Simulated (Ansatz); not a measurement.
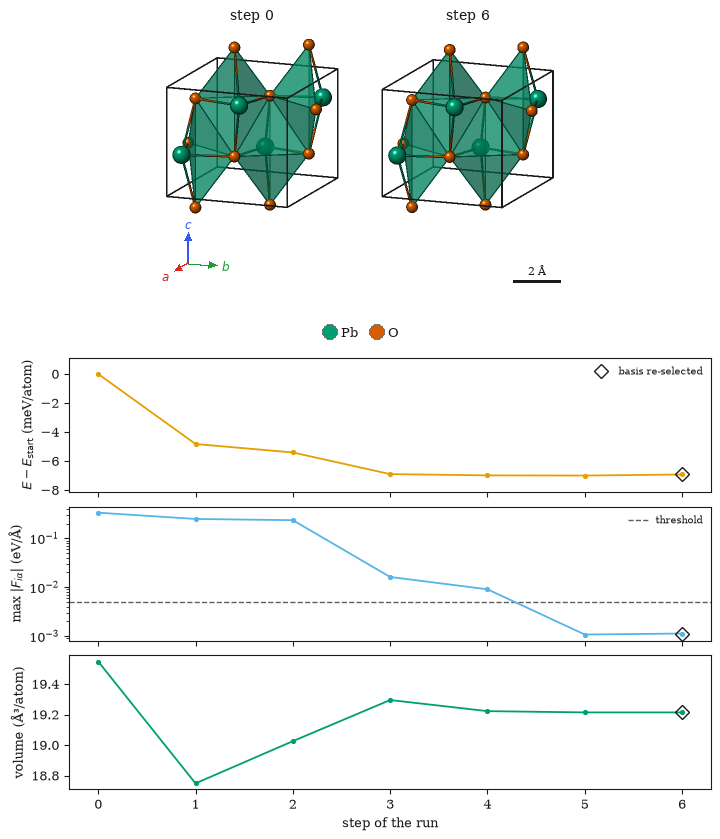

First and last geometry of a relaxation of a crystal of PbO (built on the database structure type), with the history of the run. The picture is a polyhedral view of the cell of the calculation, reduced to other axes, seen slightly off an axis. Lengths and directions refer to the drawn axes.

These are results of Ansatz, DFT, r2SCAN+rVV10, plane waves, PAW, not measurements. Set-up: plane-wave cutoff 500 eV; k-point mesh 4 × 4 × 6; occupations fermi dirac; smearing width 0.02 eV; no spin polarisation; cell and atoms relaxed; force threshold 0.005 eV/Å.

Q: Read the history and describe the run.

A: It converged. After 5 accepted moves (6 points after the start) the energy has fallen by 6.9 meV per atom. The largest force component goes from 0.33 to 0.0011 eV/Å. Pressure: −2.62 GPa at the start and 0.00 GPa at the end. The SCF was repeated once at an unchanged geometry on a basis and grid sized afresh for the cell, which shifted the energy by 0.1 meV per atom at most. The largest moves relative to the cell, 0.051 Å, are those of O atoms. By element the largest moves are O 0.051 Å, Pb 0.012 Å. The drawn cell changes as follows: a 5.886 → 5.930 Å (+0.8 %), b 5.544 → 5.507 Å (−0.7 %), c 4.793 → 4.707 Å (−1.8 %); the volume changes by −1.7 %. Near-neighbour distances that change, for instance: O–Pb 2.260 → 2.226 Å, O–Pb 2.493 → 2.464 Å, O–Pb 2.285 → 2.257 Å. Bond angles that change, for instance: Pb–O–Pb 147.9° → 145.5°, O–Pb–O 147.9° → 145.5°. The space group stays Pbcm (No. 57).
